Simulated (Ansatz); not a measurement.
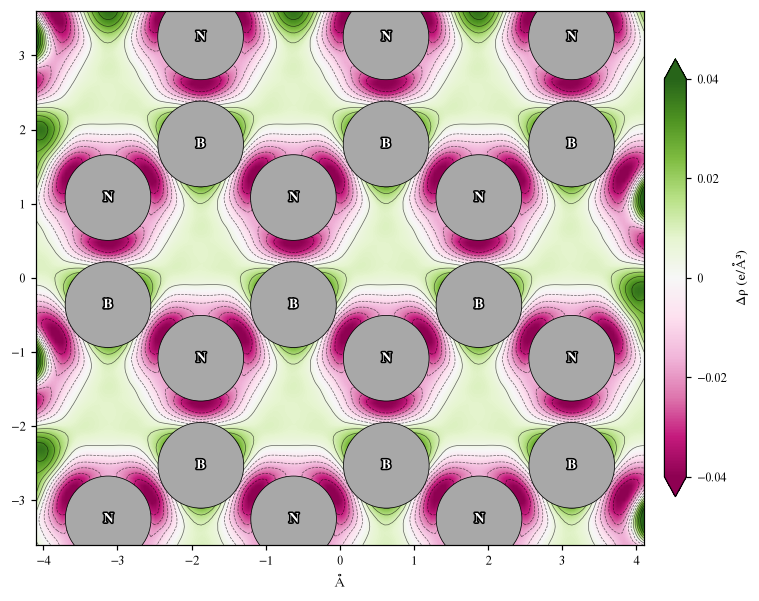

BN. Difference of the valence pseudo-densities of two functionals at the same geometry, on the (101) plane of the calculation cell: one of LDA and r2SCAN less the other.

Both computed with Ansatz (plane waves, PAW), on the same k-point mesh. Grey discs cover the atomic cores.

**Which was subtracted from which, and what does the map show?**

It is LDA less r2SCAN. Against r2SCAN, LDA gives less density around N (−0.022 e/Å³ on average at 0.8 Å from the nucleus) and a change of −0.035 e/Å³ at the midpoint of B–N.
